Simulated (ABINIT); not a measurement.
Run report: CuAu, geometry relaxation (part 2 of 4)

Continued. System: CuAu (P4/mmm, 2 atoms in the cell). Method: Kohn-Sham DFT of a periodic cell, PBEsol, Ansatz PAW PBE default generated set, frozen core, no spin polarisation (ABINIT 10.8.3); cutoff 419.06 eV, 7×7×5 k-mesh, fermi-dirac of 0.05 eV. The structure derives from an entry of the Crystallography Open Database.

Geometry of the input (Å; fractional positions):
```
2.8107  0.0000  0.0000
0.0000  2.8107  0.0000
0.0000  0.0000  3.6850
Au 0.0000  0.0000  0.0000
Cu 0.5000  0.5000  0.5000
```

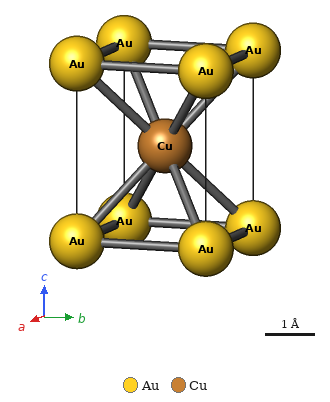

Fig. 1: The starting structure (ball-and-stick view of the cell of the calculation, seen slightly off an axis). An atom can appear more than once, as a periodic image.

## Output, continued
```
--- !ResultsGS
iteration_state: {dtset: 1, itime: 2, icycle: 1, }
comment   : Summary of ground state results
lattice_vectors:
- [  5.2919106,   0.0000000,   0.0000000, ]
- [  0.0000000,   5.2919106,   0.0000000, ]
- [  0.0000000,   0.0000000,   6.9322443, ]
lattice_lengths: [   5.29191,    5.29191,    6.93224, ]
lattice_angles: [ 90.000,  90.000,  90.000, ] # degrees, (23, 13, 12)
lattice_volume:   1.9413277E+02
convergence: {deltae: -2.274E-13, res2:  1.787E-11, residm:  1.428E-05, diffor: null, }
etotal    :  -3.35618350E+02
entropy   :   0.00000000E+00
fermie    :   3.16564803E-01
cartesian_stress_tensor: # hartree/bohr^3
- [  5.85754235E-05,   0.00000000E+00,   0.00000000E+00, ]
- [  0.00000000E+00,   5.85754235E-05,   0.00000000E+00, ]
- [  0.00000000E+00,   0.00000000E+00,   8.97290199E-05, ]
pressure_GPa:  -2.0289E+00
xred      :
- [  0.0000E+00,   0.0000E+00,   0.0000E+00, Au]
- [  5.0000E-01,   5.0000E-01,   5.0000E-01, Cu]
cartesian_forces: # hartree/bohr
- [ -0.00000000E+00,  -0.00000000E+00,  -0.00000000E+00, ]
- [ -0.00000000E+00,  -0.00000000E+00,  -0.00000000E+00, ]
force_length_stats: {min:   0.00000000E+00, max:   0.00000000E+00, mean:   0.00000000E+00, }
...

 Integrated electronic density in atomic spheres:
 ------------------------------------------------
 Atom  Sphere_radius  Integrated_density
    1        2.63806         17.97899426
    2        2.63806         18.82352436

---OUTPUT-----------------------------------------------------------------------

 Cartesian coordinates (xcart) [bohr]
  0.00000000000000E+00  0.00000000000000E+00  0.00000000000000E+00
  2.64595528679269E+00  2.64595528679269E+00  3.46612216616743E+00
 Reduced coordinates (xred)
  0.00000000000000E+00  0.00000000000000E+00  0.00000000000000E+00
  5.00000000000000E-01  5.00000000000000E-01  5.00000000000000E-01
 Cartesian forces (fcart) [Ha/bohr]; max,rms= 0.00000E+00 0.00000E+00 (free atoms)
 -0.00000000000000E+00 -0.00000000000000E+00 -0.00000000000000E+00
 -0.00000000000000E+00 -0.00000000000000E+00 -0.00000000000000E+00
 Gradient of E wrt nuclear positions in reduced coordinates (gred)
  0.00000000000000E+00  0.00000000000000E+00  0.00000000000000E+00
  0.00000000000000E+00  0.00000000000000E+00  0.00000000000000E+00
 Scale of Primitive Cell (acell) [bohr]
  5.29191057358538E+00  5.29191057358538E+00  6.93224433233487E+00
 Real space primitive translations (rprimd) [bohr]
  5.29191057358538E+00  0.00000000000000E+00  0.00000000000000E+00
  0.00000000000000E+00  5.29191057358538E+00  0.00000000000000E+00
  0.00000000000000E+00  0.00000000000000E+00  6.93224433233487E+00
 Unitary Cell Volume (ucvol) [Bohr^3]=  1.94132771400779E+02
 Angles (23,13,12)= [degrees]
  9.00000000000000E+01  9.00000000000000E+01  9.00000000000000E+01
 Lengths [Bohr]
  5.29191057358538E+00  5.29191057358538E+00  6.93224433233487E+00
 Stress tensor in cartesian coordinates (strten) [Ha/bohr^3]
  5.85754235142705E-05  0.00000000000000E+00  0.00000000000000E+00
  0.00000000000000E+00  5.85754235142705E-05  0.00000000000000E+00
  0.00000000000000E+00  0.00000000000000E+00  8.97290199008000E-05
 Total energy (etotal) [Ha]= -3.35618349822649E+02

 Difference of energy with previous step (new-old):
           Absolute (Ha)=-2.38270E-04
           Relative     =-7.09944E-07

--- Iteration: ( 3/50) Internal Cycle: (1/1)
--------------------------------------------------------------------------------

---SELF-CONSISTENT-FIELD CONVERGENCE--------------------------------------------

--- !BeginCycle
iteration_state: {dtset: 1, itime: 3, icycle: 1, }
solver: {iscf: 17, nstep: 80, nline: 4, wfoptalg: 10, }
tolerances: {tolvrs: 1.00E-10, }
...

     iter   Etot(hartree)      deltaE(h)  residm     nres2
 ETOT  1  -335.64302046249    -3.356E+02 2.304E+00 1.151E+01
 ETOT  2  -335.70167020695    -5.865E-02 1.219E-02 6.811E+01
 ETOT  3  -335.61866723796     8.300E-02 3.023E-02 1.175E+00
 ETOT  4  -335.61840355350     2.637E-04 1.809E-03 1.258E-01
 ETOT  5  -335.61845921695    -5.566E-05 1.555E-04 1.009E-02
 ETOT  6  -335.61853220419    -7.299E-05 5.073E-05 8.375E-02
 ETOT  7  -335.61846604448     6.616E-05 2.752E-05 1.820E-02
 ETOT  8  -335.61844097902     2.507E-05 1.242E-05 9.372E-04
 ETOT  9  -335.61844006811     9.109E-07 1.624E-06 4.982E-06
 ETOT 10  -335.61844020583    -1.377E-07 8.172E-06 1.167E-05
 ETOT 11  -335.61844016233     4.349E-08 2.074E-06 1.270E-06
 ETOT 12  -335.61844016152     8.103E-10 5.931E-06 1.517E-06
 ETOT 13  -335.61844015975     1.769E-09 1.362E-06 5.669E-08
 ETOT 14  -335.61844015974     8.299E-12 3.661E-06 4.302E-08
 ETOT 15  -335.61844015969     5.724E-11 8.534E-07 1.741E-09
 ETOT 16  -335.61844015969    -2.274E-13 2.298E-06 3.313E-10
 ETOT 17  -335.61844015969     5.684E-14 5.440E-07 9.685E-12

 At SCF step   17       nres2   =  9.68E-12 < tolvrs=  1.00E-10 =>converged.

 Cartesian components of stress tensor (hartree/bohr^3)
  sigma(1 1)= -1.62805443E-05  sigma(3 2)=  0.00000000E+00
  sigma(2 2)= -1.62805443E-05  sigma(3 1)=  0.00000000E+00
  sigma(3 3)=  1.76423400E-05  sigma(2 1)=  0.00000000E+00

--- !ResultsGS
iteration_state: {dtset: 1, itime: 3, icycle: 1, }
comment   : Summary of ground state results
lattice_vectors:
- [  5.2723529,   0.0000000,   0.0000000, ]
- [  0.0000000,   5.2723529,   0.0000000, ]
- [  0.0000000,   0.0000000,   6.8930903, ]
lattice_lengths: [   5.27235,    5.27235,    6.89309, ]
lattice_angles: [ 90.000,  90.000,  90.000, ] # degrees, (23, 13, 12)
lattice_volume:   1.9161209E+02
convergence: {deltae:  5.684E-14, res2:  9.685E-12, residm:  5.440E-07, diffor: null, }
etotal    :  -3.35618440E+02
entropy   :   0.00000000E+00
fermie    :   3.23138799E-01
cartesian_stress_tensor: # hartree/bohr^3
- [ -1.62805443E-05,   0.00000000E+00,   0.00000000E+00, ]
- [  0.00000000E+00,  -1.62805443E-05,   0.00000000E+00, ]
- [  0.00000000E+00,   0.00000000E+00,   1.76423400E-05, ]
pressure_GPa:   1.4631E-01
xred      :
- [  0.0000E+00,   0.0000E+00,   0.0000E+00, Au]
- [  5.0000E-01,   5.0000E-01,   5.0000E-01, Cu]
cartesian_forces: # hartree/bohr
- [ -0.00000000E+00,  -0.00000000E+00,  -0.00000000E+00, ]
- [ -0.00000000E+00,  -0.00000000E+00,  -0.00000000E+00, ]
force_length_stats: {min:   0.00000000E+00, max:   0.00000000E+00, mean:   0.00000000E+00, }
...

 Integrated electronic density in atomic spheres:
 ------------------------------------------------
 Atom  Sphere_radius  Integrated_density
    1        2.63806         18.00120156
    2        2.63806         18.85892400

---OUTPUT-----------------------------------------------------------------------

 Cartesian coordinates (xcart) [bohr]
  0.00000000000000E+00  0.00000000000000E+00  0.00000000000000E+00
  2.63617646872096E+00  2.63617646872096E+00  3.44654515456312E+00
 Reduced coordinates (xred)
  0.00000000000000E+00  0.00000000000000E+00  0.00000000000000E+00
  5.00000000000000E-01  5.00000000000000E-01  5.00000000000000E-01
 Cartesian forces (fcart) [Ha/bohr]; max,rms= 0.00000E+00 0.00000E+00 (free atoms)
 -0.00000000000000E+00 -0.00000000000000E+00 -0.00000000000000E+00
 -0.00000000000000E+00 -0.00000000000000E+00 -0.00000000000000E+00
 Gradient of E wrt nuclear positions in reduced coordinates (gred)
  0.00000000000000E+00  0.00000000000000E+00  0.00000000000000E+00
  0.00000000000000E+00  0.00000000000000E+00  0.00000000000000E+00
 Scale of Primitive Cell (acell) [bohr]
  5.27235293744192E+00  5.27235293744192E+00  6.89309030912625E+00
 Real space primitive translations (rprimd) [bohr]
  5.27235293744192E+00  0.00000000000000E+00  0.00000000000000E+00
  0.00000000000000E+00  5.27235293744192E+00  0.00000000000000E+00
  0.00000000000000E+00  0.00000000000000E+00  6.89309030912625E+00
 Unitary Cell Volume (ucvol) [Bohr^3]=  1.91612094376988E+02
 Angles (23,13,12)= [degrees]
  9.00000000000000E+01  9.00000000000000E+01  9.00000000000000E+01
 Lengths [Bohr]
  5.27235293744192E+00  5.27235293744192E+00  6.89309030912625E+00
 Stress tensor in cartesian coordinates (strten) [Ha/bohr^3]
 -1.62805442828484E-05  0.00000000000000E+00  0.00000000000000E+00
  0.00000000000000E+00 -1.62805442828345E-05  0.00000000000000E+00
  0.00000000000000E+00  0.00000000000000E+00  1.76423399776277E-05
 Total energy (etotal) [Ha]= -3.35618440159687E+02

 Difference of energy with previous step (new-old):
           Absolute (Ha)=-9.03370E-05
           Relative     =-2.69166E-07

--- Iteration: ( 4/50) Internal Cycle: (1/1)
--------------------------------------------------------------------------------

---SELF-CONSISTENT-FIELD CONVERGENCE--------------------------------------------

--- !BeginCycle
iteration_state: {dtset: 1, itime: 4, icycle: 1, }
solver: {iscf: 17, nstep: 80, nline: 4, wfoptalg: 10, }
tolerances: {tolvrs: 1.00E-10, }
...

     iter   Etot(hartree)      deltaE(h)  residm     nres2
 ETOT  1  -335.61846416517    -3.356E+02 9.606E-04 1.156E-02
 ETOT  2  -335.61849074871    -2.658E-05 6.065E-06 2.833E-02
 ETOT  3  -335.61844562896     4.512E-05 2.293E-05 1.797E-03
 ETOT  4  -335.61844508823     5.407E-07 3.250E-06 5.325E-04
 ETOT  5  -335.61844444053     6.477E-07 4.858E-07 1.013E-05
 ETOT  6  -335.61844450991    -6.938E-08 2.914E-07 2.206E-05
 ETOT  7  -335.61844448795     2.196E-08 1.136E-07 4.243E-06
 ETOT  8  -335.61844447946     8.490E-09 1.543E-07 8.389E-08
 ETOT  9  -335.61844447935     1.128E-10 1.343E-07 3.917E-09
 ETOT 10  -335.61844447933     1.677E-11 1.062E-07 3.090E-09
 ETOT 11  -335.61844447932     5.571E-12 8.260E-08 1.077E-10
 ETOT 12  -335.61844447932     1.137E-12 6.711E-08 4.971E-11

 At SCF step   12       nres2   =  4.97E-11 < tolvrs=  1.00E-10 =>converged.

 Cartesian components of stress tensor (hartree/bohr^3)
  sigma(1 1)= -1.37167881E-05  sigma(3 2)=  0.00000000E+00
  sigma(2 2)= -1.37167881E-05  sigma(3 1)=  0.00000000E+00
  sigma(3 3)=  1.80999529E-05  sigma(2 1)=  0.00000000E+00

--- !ResultsGS
iteration_state: {dtset: 1, itime: 4, icycle: 1, }
comment   : Summary of ground state results
lattice_vectors:
- [  5.2745461,   0.0000000,   0.0000000, ]
- [  0.0000000,   5.2745461,   0.0000000, ]
- [  0.0000000,   0.0000000,   6.8891216, ]
lattice_lengths: [   5.27455,    5.27455,    6.88912, ]
lattice_angles: [ 90.000,  90.000,  90.000, ] # degrees, (23, 13, 12)
lattice_volume:   1.9166113E+02
convergence: {deltae:  1.137E-12, res2:  4.971E-11, residm:  6.711E-08, diffor: null, }
etotal    :  -3.35618444E+02
entropy   :   0.00000000E+00
fermie    :   3.23065454E-01
cartesian_stress_tensor: # hartree/bohr^3
- [ -1.37167881E-05,   0.00000000E+00,   0.00000000E+00, ]
- [  0.00000000E+00,  -1.37167881E-05,   0.00000000E+00, ]
- [  0.00000000E+00,   0.00000000E+00,   1.80999529E-05, ]
pressure_GPa:   9.1535E-02
xred      :
- [  0.0000E+00,   0.0000E+00,   0.0000E+00, Au]
- [  5.0000E-01,   5.0000E-01,   5.0000E-01, Cu]
cartesian_forces: # hartree/bohr
- [ -0.00000000E+00,  -0.00000000E+00,  -0.00000000E+00, ]
- [ -0.00000000E+00,  -0.00000000E+00,  -0.00000000E+00, ]
force_length_stats: {min:   0.00000000E+00, max:   0.00000000E+00, mean:   0.00000000E+00, }
...

 Integrated electronic density in atomic spheres:
 ------------------------------------------------
 Atom  Sphere_radius  Integrated_density
    1        2.63806         18.00898391
    2        2.63806         18.86595122

---OUTPUT-----------------------------------------------------------------------

 Cartesian coordinates (xcart) [bohr]
  0.00000000000000E+00  0.00000000000000E+00  0.00000000000000E+00
  2.63727304396131E+00  2.63727304396131E+00  3.44456080814528E+00
 Reduced coordinates (xred)
  0.00000000000000E+00  0.00000000000000E+00  0.00000000000000E+00
  5.00000000000000E-01  5.00000000000000E-01  5.00000000000000E-01
 Cartesian forces (fcart) [Ha/bohr]; max,rms= 0.00000E+00 0.00000E+00 (free atoms)
 -0.00000000000000E+00 -0.00000000000000E+00 -0.00000000000000E+00
 -0.00000000000000E+00 -0.00000000000000E+00 -0.00000000000000E+00
 Gradient of E wrt nuclear positions in reduced coordinates (gred)
  0.00000000000000E+00  0.00000000000000E+00  0.00000000000000E+00
  0.00000000000000E+00  0.00000000000000E+00  0.00000000000000E+00
 Scale of Primitive Cell (acell) [bohr]
  5.27454608792263E+00  5.27454608792263E+00  6.88912161629056E+00
 Real space primitive translations (rprimd) [bohr]
  5.27454608792263E+00  0.00000000000000E+00  0.00000000000000E+00
  0.00000000000000E+00  5.27454608792263E+00  0.00000000000000E+00
  0.00000000000000E+00  0.00000000000000E+00  6.88912161629056E+00
 Unitary Cell Volume (ucvol) [Bohr^3]=  1.91661125658135E+02
 Angles (23,13,12)= [degrees]
  9.00000000000000E+01  9.00000000000000E+01  9.00000000000000E+01
 Lengths [Bohr]
  5.27454608792263E+00  5.27454608792263E+00  6.88912161629056E+00
 Stress tensor in cartesian coordinates (strten) [Ha/bohr^3]
 -1.37167881396477E-05  0.00000000000000E+00  0.00000000000000E+00
  0.00000000000000E+00 -1.37167881395783E-05  0.00000000000000E+00
  0.00000000000000E+00  0.00000000000000E+00  1.80999529132142E-05
 Total energy (etotal) [Ha]= -3.35618444479323E+02

 Difference of energy with previous step (new-old):
           Absolute (Ha)=-4.31964E-06
           Relative     =-1.28707E-08

--- Iteration: ( 5/50) Internal Cycle: (1/1)
--------------------------------------------------------------------------------

---SELF-CONSISTENT-FIELD CONVERGENCE--------------------------------------------

--- !BeginCycle
iteration_state: {dtset: 1, itime: 5, icycle: 1, }
solver: {iscf: 17, nstep: 80, nline: 4, wfoptalg: 10, }
tolerances: {tolvrs: 1.00E-10, }
...

     iter   Etot(hartree)      deltaE(h)  residm     nres2
 ETOT  1  -335.62081063301    -3.356E+02 4.375E+00 1.299E+00
 ETOT  2  -335.61857664185     2.234E-03 8.914E-03 7.695E-02
 ETOT  3  -335.61849547124     8.117E-05 2.845E-04 1.054E-02
 ETOT  4  -335.61849354510     1.926E-06 3.187E-05 5.691E-03
 ETOT  5  -335.61848806580     5.479E-06 9.867E-06 9.123E-05
 ETOT  6  -335.61848840565    -3.399E-07 2.865E-06 2.619E-05
 ETOT  7  -335.61848838008     2.557E-08 2.673E-06 2.899E-06
 ETOT  8  -335.61848837908     1.000E-09 1.576E-06 2.433E-08
 ETOT  9  -335.61848837931    -2.314E-10 1.136E-06 2.634E-08
 ETOT 10  -335.61848837925     6.065E-11 6.225E-07 5.896E-09
 ETOT 11  -335.61848837925    -9.095E-13 4.645E-07 1.697E-09
 ETOT 12  -335.61848837925     4.036E-12 2.543E-07 1.567E-10
 ETOT 13  -335.61848837925     9.095E-13 1.969E-07 1.734E-11

 At SCF step   13       nres2   =  1.73E-11 < tolvrs=  1.00E-10 =>converged.

 Cartesian components of stress tensor (hartree/bohr^3)
  sigma(1 1)= -1.75358859E-06  sigma(3 2)=  0.00000000E+00
  sigma(2 2)= -1.75358859E-06  sigma(3 1)=  0.00000000E+00
  sigma(3 3)=  1.43158997E-05  sigma(2 1)=  0.00000000E+00
```
